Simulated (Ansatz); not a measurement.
MgH₂

Input

```
crystal:
  lattice:
    - [4.47907187, 0.0, 0.0]
    - [0.0, 5.39262234, 0.0]
    - [0.0, 0.0, 4.89550378]
  atoms:
    - { symbol: Mg, position: [0.5, 0.83152757, 0.75] }
    - { symbol: Mg, position: [0.0, 0.66847243, 0.25] }
    - { symbol: Mg, position: [0.5, 0.16847243, 0.25] }
    - { symbol: Mg, position: [0.0, 0.33152757, 0.75] }
    - { symbol: H, position: [0.72769253, 0.89106872, 0.41981232] }
    - { symbol: H, position: [0.22769253, 0.60893128, 0.58018768] }
    - { symbol: H, position: [0.77230747, 0.60893128, 0.91981232] }
    - { symbol: H, position: [0.27230747, 0.89106872, 0.08018768] }
    - { symbol: H, position: [0.72769253, 0.10893128, 0.91981232] }
    - { symbol: H, position: [0.22769253, 0.39106872, 0.08018768] }
    - { symbol: H, position: [0.77230747, 0.39106872, 0.41981232] }
    - { symbol: H, position: [0.27230747, 0.10893128, 0.58018768] }
basis:
  ecutwfc: 420
kpoints:
  mp_grid: { grid: [6, 4, 6] }
hamiltonian:
  xc: pbe
scf:
  occupations: { method: gaussian, width: 0.02 }
output:
  forces: true
  stress: true
  eigenvalues: true
  write_density: true
  write_potential: true
  elf: true
  volumetric_format: npy
relax:
  adjacent_minimum: "off"
  f_tol: 0.01
  max_steps: 80
  cell: { stress_tol: 0.05 }
```

Launched as:

```sh
ansatz run input.yaml --threads 1 --pin off --max-ram 2560MiB --backend cpu --events-out ev --progress --plain --runs-dir out
```

Below, planes, directions and counts refer to the conventional cell (a = 4.51 Å, b = 5.44 Å, c = 4.93 Å, α = 90.00°, β = 90.00°, γ = 90.00°).

The fields are those of the relaxed geometry.

Space group Pbcn; a structure from a database of computed crystals, not necessarily the ambient phase; started from the database_60 prototype, which need not be the ambient phase.

The calculation used DFT PBE, scalar-relativistic, plane waves, PAW in Ansatz.

> Predict the valence pseudo-density and electron localisation function between the atoms.

Mg–H (1.92 Å): ρ is about 0.21 e/Å³ halfway; the ELF climbs to about 1 towards the hydrogen: a hydride-like H with a filled shell, bound largely ionically.
Mg–H (2.01 Å): the density is about 0.18 e/Å³ at the midpoint; the ELF climbs to about 1 towards the hydrogen; a hydride-like H with a filled shell, bound largely ionically.

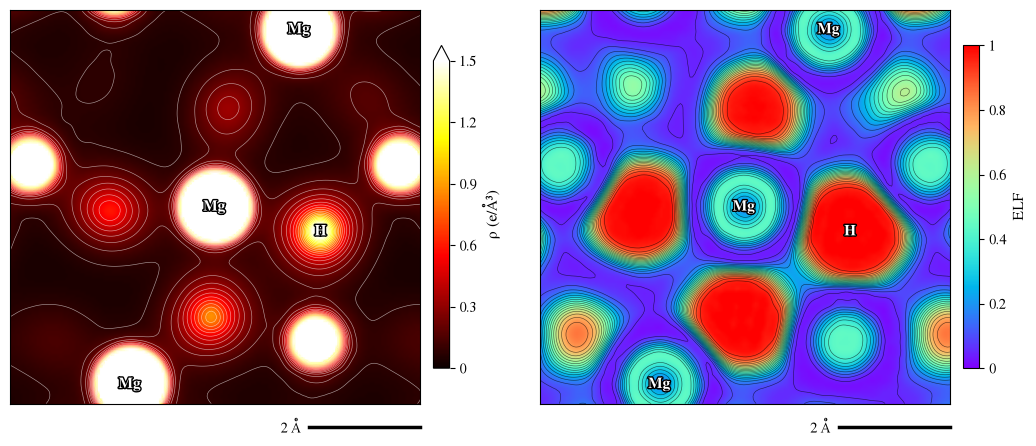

Computed valence pseudo-density and electron localisation function on the (111) plane of the conventional cell, in this order. Atoms just off the plane (Mg, 0.5 Å away and H, 0.3 Å away) can leave unmarked features too.
